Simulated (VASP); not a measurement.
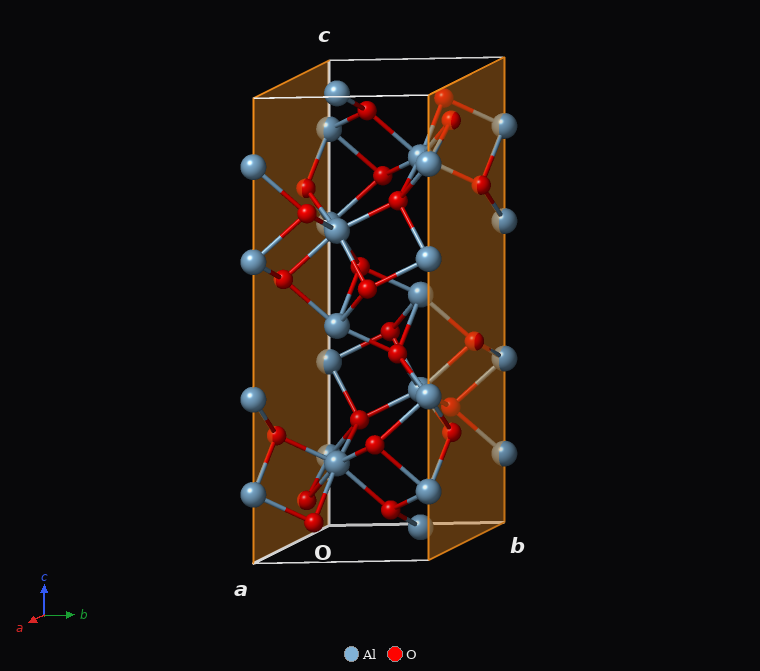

For Al2O3, coordinates from a relaxation with VASP, VASP Kohn-Sham DFT of a periodic cell, optB86b-vdW, VASP PAW PBE potentials, recommended: every member of one family of equally spaced planes, hx + ky + lz = a whole number, that cuts the unit cell is shaded (one member passes through the origin O). Geometry calculated from the standardised cell; symmetry tolerance 0.002 Å.

a = 4.788 Å, b = 4.788 Å, c = 13.051 Å, α = 90.00°, β = 90.00°, γ = 120.00°.

Q: What are the Miller indices?

A: (0 1 0), in four indices (0 1 −1 0); the opposite sign names the same planes. The member next to the origin meets the axes a never, b at 1, c never.

Q: What is the spacing?

A: d = 4.147 Å.

Q: Which atoms of the cell lie in these planes (within 0.03 Å)?

A: 4 of the 12 Al, 2 of the 18 O.
